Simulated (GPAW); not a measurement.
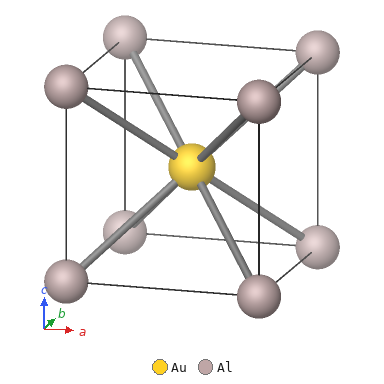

System: AlAu, space group Pm-3m (No. 221). The picture shows the conventional cell.

Input file:
```
from ase import Atoms
from ase.eos import EquationOfState
from ase.io import Trajectory
from ase.units import GPa
from gpaw import GPAW, PW

atoms = Atoms(['Au', 'Al'],
              cell=[[3.223942, 0.0, 0.0],
                    [0.0, 3.223942, 0.0],
                    [0.0, 0.0, 3.223942]],
              scaled_positions=[[0.5, 0.5, 0.5],
                                [0.0, 0.0, 0.0]],
              pbc=True)

traj = Trajectory('eos.traj', 'w')
volumes, energies = [], []
for x in [0.94, 0.96, 0.98, 1.0, 1.02, 1.04, 1.06]:
    a = atoms.copy()
    a.set_cell(atoms.cell * x**(1 / 3), scale_atoms=True)
    calc = GPAW(mode=PW(600),
                xc='MGGA_X_R2SCAN+MGGA_C_R2SCAN',
                kpts={'size': (8, 8, 8), 'gamma': True},
                occupations={'name': 'fermi-dirac', 'width': 0.05},
                nbands=17,
                convergence={'density': 1e-05, 'energy': 1e-05},
                maxiter=150,
                txt=f'eos-{x:.2f}.txt')
    a.calc = calc
    energies.append(a.get_potential_energy(force_consistent=True))
    volumes.append(a.get_volume())
    p = -a.get_stress()[:3].mean() / GPa
    calc.write(f'eos-{x:.2f}.gpw')
    traj.write(a)
    print(f'{x:.2f} {volumes[-1]:10.4f} A^3 {energies[-1]:14.6f} eV {p:9.3f} GPa', flush=True)

v0, e0, B = EquationOfState(volumes, energies, eos='birchmurnaghan').fit()
print(f'V0 = {v0:.4f} A^3, E0 = {e0:.6f} eV, B0 = {B / GPa:.2f} GPa')
```

Launched with:
```bash
OMP_NUM_THREADS=1 python run.py
```

Computed with GPAW 26.7.0: PAW DFT in plane waves, on a grid or in atomic orbitals, no spin polarisation; energies at scaled volumes of the given cell, shape and fractions fixed, counted from the fit's minimum, third-order Birch-Murnaghan fit. Level: r2SCAN.

k mesh 8×8×8; occupations Fermi–Dirac; smearing width 0.05 eV; potentials GPAW PAW data sets (gpaw data 1.2.1); wave cutoff 600 eV; program settings basis pw.

Describe the result: the energy against volume. The volume takes the values 15.75, 16.08, 16.42, 16.75, 17.09, 17.42, 17.76 Å³/atom.

A third-order Birch–Murnaghan fit gives V0 = 16.18 Å³/atom, B0 = 135 GPa and B′ = 6.3. The energy is 5.21 meV/atom at volume 15.75 Å³/atom and 51.69 meV/atom at 17.76 Å³/atom; the lowest computed point is at volume 16.08 Å³/atom (0.31 meV/atom).

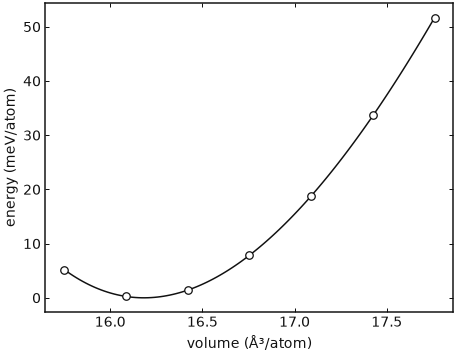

Note: spin-orbit coupling left out, heavy elements.
